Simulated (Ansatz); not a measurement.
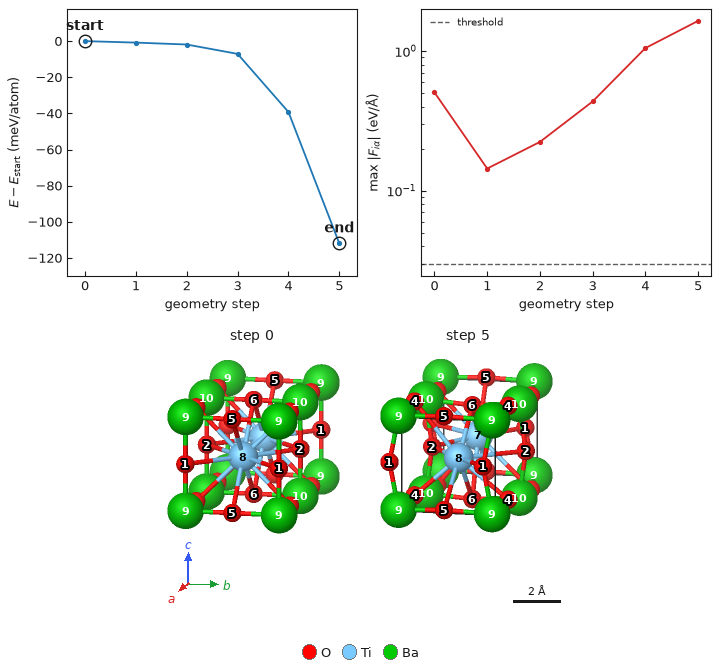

First and last geometry of a relaxation of solid BaTiO3 (set up in Pm-3m), with the history of the run. A ball-and-stick model of the cell of the calculation, seen slightly off an axis.

The start is a measured structure.

The calculation used DFT, PAW plane waves, r2SCAN+U in Ansatz. Set-up: plane-wave cutoff 500 eV; k-point mesh 3 × 6 × 6; occupations fermi dirac; smearing width 0.1 eV; collinear spin; atoms relaxed in a fixed cell; force threshold 0.03 eV/Å; at most 80 steps.

**What do the curves and the structures tell?**

The run was cut off at its time limit before the relaxation converged, so the last structure is only a point on the way. After 5 geometry steps the energy has fallen by 112 meV per atom. Largest force component: 0.51 eV/Å at the start, 1.6 eV/Å at the end. The largest move is that of an O atom, 0.51 Å roughly along −b. By element the largest moves are O 0.51 Å, Ba 0.16 Å, Ti 0.13 Å. The cell doesn't change. Among the contacts that change: O–Ti 2.907 → 3.343 Å, O–Ti 2.902 → 3.291 Å, O–Ti 2.875 → 2.510 Å, O–Ti 2.903 → 3.244 Å. Among the angles between lasting bonds that change: Ba–O–Ba 179.4° → 158.5°, O–Ba–O 179.4° → 158.5°, Ba–O–Ba 179.7° → 164.0°. The space group stays P1 (No. 1). The program noted that the start was displaced slightly to test its symmetry.

```tsv
step	E − E(0), meV/atom	largest force component, eV/Å
0	0.00	0.5055
1	-0.82	0.1440
2	-1.87	0.2235
3	-7.06	0.4354
4	-39.23	1.0503
5	-111.97	1.6451
```

Ba sits on the octahedral site here and Ti on the 12-fold one, the reverse of the real perovskite.
